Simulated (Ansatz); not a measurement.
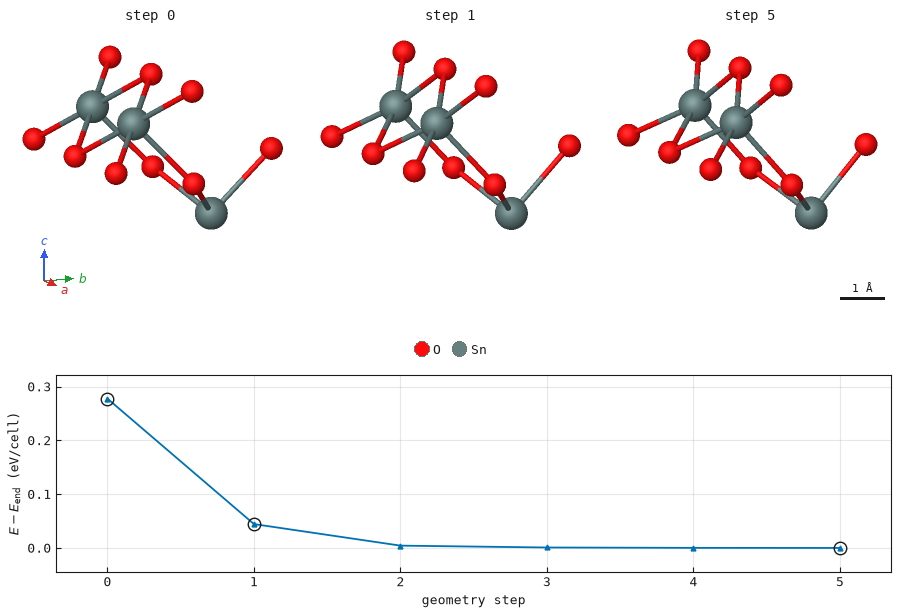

Frames of a constrained relaxation of a slab of composition SnO$_{2}$ (cut from the Pnnm phase), marked on the history of the run. A ball-and-stick model of the atoms within 4.2 Å of the atom that moves most (axes of the 2 × 2 repeat of the cell, outlined in the plane, without the vacuum), seen slightly off an axis.

Case: clean slab, lower half held. The slab is the (1 0 0) face of SnO2. 6 atoms are held fixed.

Theory: DFT PBEsol, scalar-relativistic, plane waves, PAW (Ansatz 0.2.0). (plane-wave cutoff 420 eV; k-point mesh 8 × 6 × 1; occupations gaussian; smearing width 0.05 eV; no spin polarisation; dipole correction; atoms relaxed in a fixed cell; force threshold 0.03 eV/Å; at most 70 steps)

Question: Describe the path.

Answer: After 5 geometry steps the energy has fallen by 0.278 eV per cell of the calculation. Largest force component: 2.3 eV/Å at the start, 0.0082 eV/Å at the end. The atom that moves furthest is an O atom (0.31 Å at 60° to the normal (+c side)). By element the largest moves are O 0.31 Å, Sn 0.07 Å. The cell stays as it was. Near-neighbour distances that change, for instance: O–Sn 2.070 → 2.134 Å, O–Sn 2.070 → 2.009 Å, O–Sn 2.066 → 2.032 Å, O–Sn 2.070 → 2.079 Å. Among the angles between lasting bonds that change: O–Sn–O 180.0° → 165.0°, O–Sn–O 90.0° → 101.1°, Sn–O–Sn 101.7° → 106.1°. Cost: 5.7 min on 2 threads of Intel(R) Xeon(R) Processor @ 2.50GHz (Skylake/Cascade Lake) (shared host), peak memory 0.84 GiB. From step 0 to 1: an O atom moves most (0.19 Å), energy −0.233 eV per cell of the calculation. From step 1 to 5: an O atom moves most (0.12 Å), energy −44.4 meV per cell of the calculation.

```
step  E − E(0), meV/atom  largest force component, eV/Å
   0                0.00                         2.2993
   1              -19.44                         0.7360
   2              -22.78                         0.2429
   3              -23.06                         0.0947
   4              -23.12                         0.0412
   5              -23.13                         0.0082
```
